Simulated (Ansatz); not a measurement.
# Si: what the fields show

Input

```
crystal:
  lattice:
    - [-3.8319083593, 0.0, 0.0]
    - [0.0, 0.0, -6.3418199252]
    - [0.0, -6.6370599682, 0.0]
  atoms:
    - { symbol: Si, position: [0.4934758356, 0.9369091215, 0.1666666667] }
    - { symbol: Si, position: [1.0065241644, 0.9369091215, 0.6666666667] }
    - { symbol: Si, position: [-0.0065241644, 0.4369091215, 0.3333333333] }
    - { symbol: Si, position: [0.5065241644, 0.4369091215, 0.8333333333] }
    - { symbol: Si, position: [0.5065241644, 0.5630908785, 0.1666666667] }
    - { symbol: Si, position: [0.9934758356, 0.5630908785, 0.6666666667] }
    - { symbol: Si, position: [0.0065241644, 0.0630908785, 0.3333333333] }
    - { symbol: Si, position: [0.4934758356, 0.0630908785, 0.8333333333] }
basis:
  ecutwfc: 500
kpoints:
  mp_grid: { grid: [8, 4, 4] }
hamiltonian:
  xc: r2scan
scf:
  occupations: { method: gaussian, width: 0.05 }
output:
  forces: true
  stress: true
  eigenvalues: true
  write_density: true
  write_potential: true
  elf: true
  volumetric_format: npy
```

Run with:

```sh
ansatz run input.yaml --threads 2 --pin off --max-ram 5120MiB --backend cpu --events-out ev --progress --plain --runs-dir out
```

Below, planes, directions and counts refer to the conventional cell (a = 6.64 Å, b = 6.34 Å, c = 3.83 Å, α = 90.00°, β = 90.00°, γ = 90.00°).

Space group Pnna; a structure from a database of computed crystals, not necessarily the ambient phase; not relaxed (largest force 0.6 eV/Å).

Method: Ansatz, DFT r2SCAN, scalar-relativistic, plane waves, PAW.

The density is the valence pseudo-density of a PAW calculation; it isn't the true density close to the nuclei.

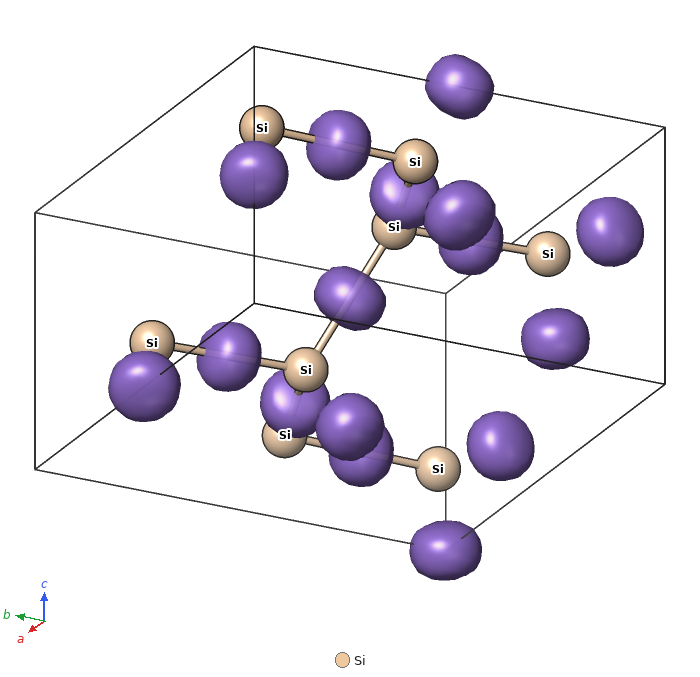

Figure 1. Isosurface of the electron localisation function at 0.9 (purple), seen at an oblique angle. Core shells and regions of very low density are left out. Sticks mark near contacts.

**What do the ELF domains correspond to?**

The ELF exceeds this value in 16 regions between bonded Si–Si atoms (shared pairs), counted in one cell of 8 atoms. Regions shared between cells count once.


Si–Si (2.31 Å): the ELF peaks at about 0.95 between the atoms, as expected for a shared electron pair. Si–Si (2.35 Å): the ELF peaks at about 0.95 between the atoms; localised, covalent bonding.

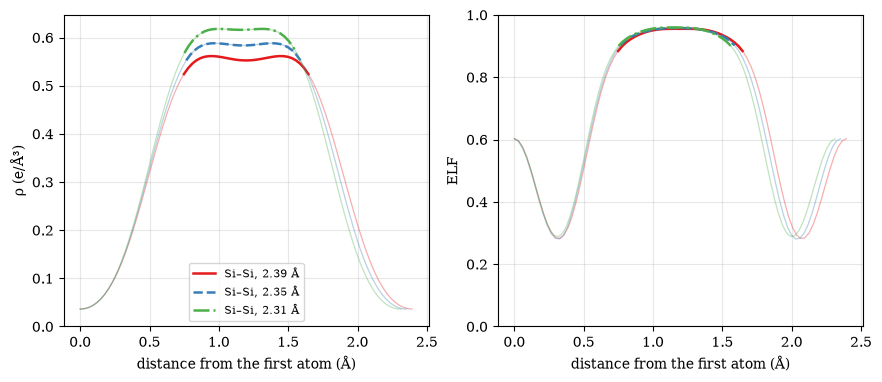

Figure 2. Valence charge density (pseudo) and ELF along straight lines between neighbouring atoms. Thin, pale parts lie inside the atomic spheres.

**What can be read from the curves?**

Si–Si (2.39 Å): ρ is about 0.55 e/Å³ halfway; the ELF peaks at about 0.95 between the atoms: a covalent bond.
Si–Si (2.35 Å): ρ at the midpoint is about 0.58 e/Å³; the ELF peaks at about 0.95 between the atoms; a covalent bond.
Si–Si (2.31 Å): ρ at the midpoint is about 0.62 e/Å³; the ELF peaks at about 0.95 between the atoms: a covalent bond.

**Does the calculation give a band gap?**

It is gapped, with a Kohn–Sham gap of 0.59 eV on the k-point mesh, an upper bound to the gap of this method.
